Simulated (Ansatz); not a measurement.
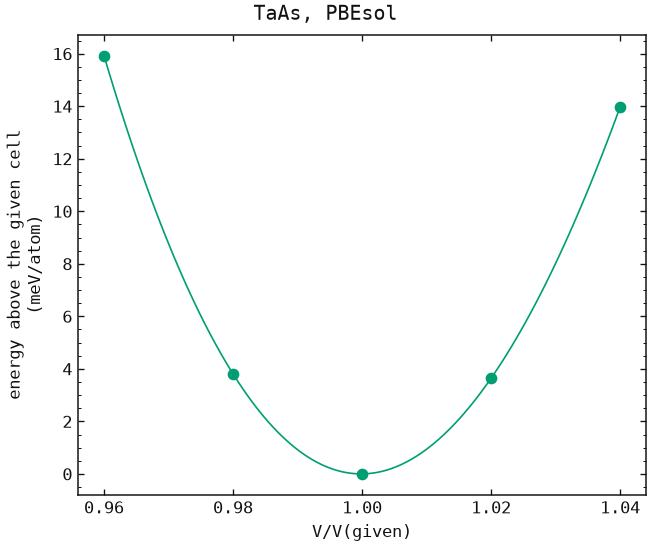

The figure shows the energy above the given cell against V/V(given) for TaAs, space group Fm-3m (No. 225) (cell built by us, not taken from a database).

Structure:
```xyz
2
Lattice="0.0000 2.6016 2.6016 2.6016 0.0000 2.6016 2.6016 2.6016 0.0000" Properties=species:S:1:pos:R:3 pbc="T T T"
Ta    2.6016    2.6016    2.6016
As    0.0000    0.0000    0.0000
```

How it was computed, with Ansatz 0.2.0: plane-wave density functional theory, PAW datasets, Gaussian smearing 0.05 eV: equation of state, the given cell scaled in volume with shape and atoms relaxed at each volume; third-order Birch-Murnaghan fit. Level: PBEsol, no spin polarisation.

```tsv
setting	value
PAW set	soft_2
wave cutoff	420 eV
k mesh	10×10×10
```

V(given) is 17.61 Å³/atom.

From this curve and the settings, what does the calculation give for the pressure at the same points?

The pressure falls from 7.6 GPa at V/V(given) 0.96 to −6.1 GPa at 1.04, and changes sign near 1.00.

| V/V(given) | pressure (GPa) |
| --- | --- |
| 0.96 | 7.6 |
| 0.98 | 3.6 |
| 1.00 | 0.0 |
| 1.02 | −3.2 |
| 1.04 | −6.1 |
